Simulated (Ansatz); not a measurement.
# Does disorder add resistance in series? Cu(111) layers with 75 % Os

Two lengths of the disordered region are known. What area resistance does the third give?

Set-up. Ansatz 0.2.0, plane waves with PAW datasets at their recommended cutoffs (420 eV for most), Fermi-Dirac smearing; ballistic transmission by layer matching. The area resistance is RA = A (h/2e²)(1/T − 1/N), with T the zone-mean transmission per spin and N the lead's channels, both averaged over a few energies near the Fermi level; for magnets each spin is taken apart, with h/e², and the two conduct in parallel. Lateral cell 2x2, PBE, a fresh random draw for each length.

Results; the value marked ? is to be predicted:

```
length (Å)  channels N  RA (fΩ m²)
      8.35       3.197        1.22
      16.7       3.203        1.99
      25.0       3.203           ?
```

Worked fit:

Ohm's law makes RA linear in the length: the slope is (1.99 − 1.22)/(16.7 − 8.35) = 0.0920 fΩ m² per Å, or 92 µΩ cm. Then 1.99 + 0.0920 × 8.35. Predicted: 2.76 fΩ m².

Check against the run:

2.54 fΩ m², so the prediction is 8.4 % too high. The three lengths together give 79 µΩ cm. The two increments are 0.77 and 0.56 fΩ m²; with one draw for each length, their difference can't be told from scatter.

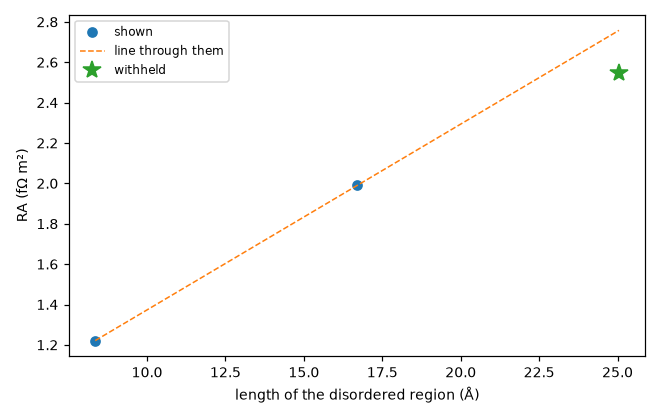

Area resistance against length.

Caveats: The scatterers repeat sideways with the small cell. The slope is a raw one; a model of isotropic scattering puts it 1.01 times the bulk value over these lengths. Atoms sit unrelaxed on the host's lattice, and the pair may not mix at random in practice. Spin-orbit coupling is left out, which matters for Os.

[Logs are printed without paths, hosts, clocks, repeated set-up lines and the standing remarks that a program may print on its own settings, such as how far it seeks lower states.]
